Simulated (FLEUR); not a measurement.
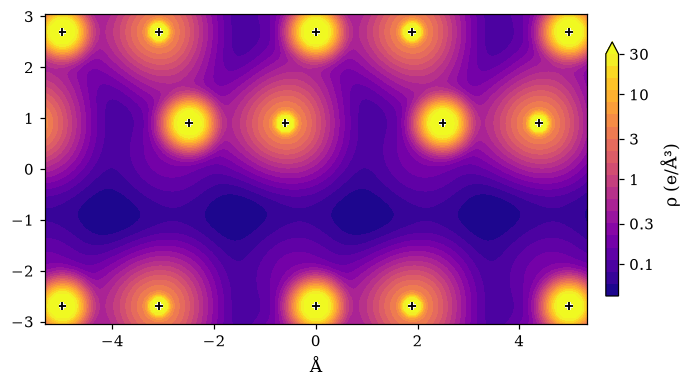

The total electron density on a plane through atoms (crosses mark nuclei in the plane).

Level of theory: FLEUR MaX-R8.1 (later development tree), Kohn-Sham DFT of a periodic cell, PBEsol, all-electron.

Candidates:
A. AlN, a = 3.11 Å, b = 3.11 Å, c = 4.98 Å, α = 90.00°, β = 90.00°, γ = 120.00°. Space group P6₃mc.
B. CO₂, a = 3.95 Å, b = 3.95 Å, c = 6.03 Å, α = 90.00°, β = 90.00°, γ = 90.00°. Space group I-42d; a structure from a database of computed crystals, not necessarily the ambient phase.

Which candidate gave the map?

Candidate A: AlN on the (110) plane of the conventional cell, which holds Al and N. Al–N (1.89 Å): ρ is about 0.69 e/Å³ halfway.
